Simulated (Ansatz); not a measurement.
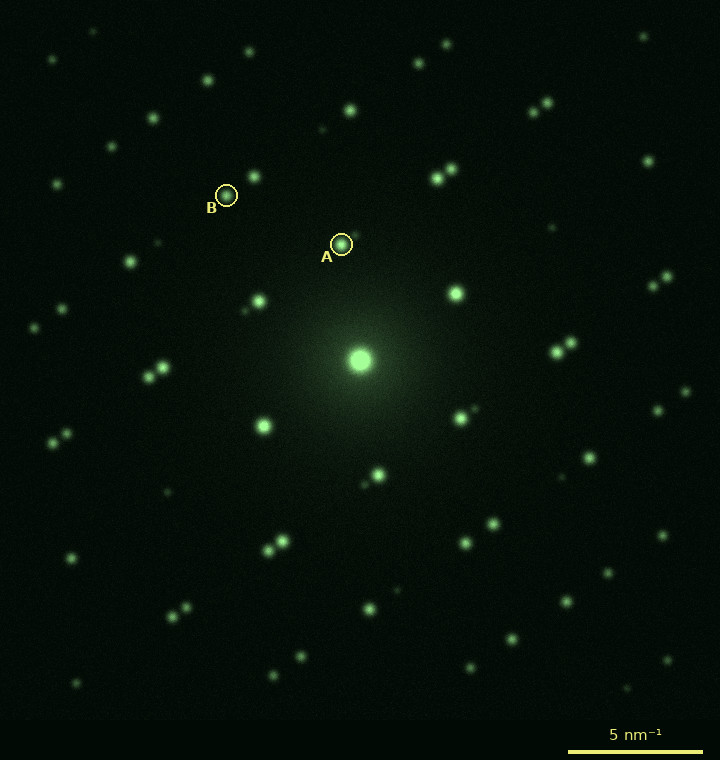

Kinematic zone-axis pattern, calculated for 200 keV electrons with B = 0.5 Å². Two individuals of a reflection twin are superposed (a geometric construction: whether this twin forms is not tested). Crystal: Pt, space group Fmmm (No. 69), a = 2.70 Å, b = 4.73 Å, c = 9.97 Å, zone axis [011]. Structure: the geometry relaxed with DFT r2SCAN, scalar-relativistic, plane waves, PAW (Ansatz); the starting structure was generated, so it need not be a known form of this composition.

In the first individual spot A is -1 -1 1 and spot B is -1 -3 3.

### Find the twin plane.

(1-11). The spot positions of the combined pattern are mirror-symmetric about the row through 1 -1 1 (d = 2.285 Å), which both individuals share, while a single individual has only symmetry 2mm without that mirror line. Friedel's law adds a mirror line at right angles, along which no low-index reflection lies.

### Which other reflections coincide?

Within the frame only the reflections of the common row coincide.
